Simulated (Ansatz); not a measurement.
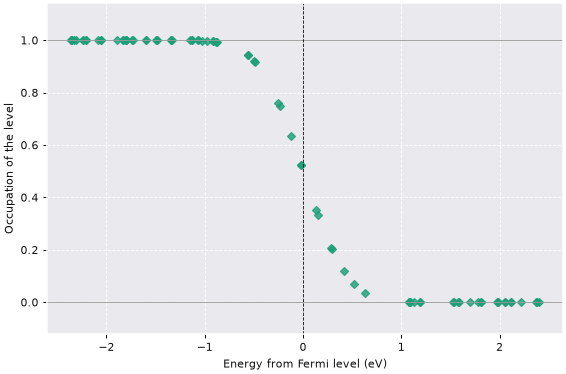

Occupations of the one-electron levels of the k mesh against their energy, from a run on GaP, space group P6_3/mmc, 4 atoms in the cell, h-MgO (five-fold) type, with Ansatz.

Name the smearing function and its width.

Answer. Gaussian smearing with a width of 0.5 eV. The occupations stay between 0 and 1 and die off fast, as an error function; the slope at the Fermi level is 1/(√π × width).

Is that width safe?

Answer. It is wide: energies, forces and moments pick up smearing errors, and small gaps get partly filled, so it should be reduced or extrapolated to zero width.
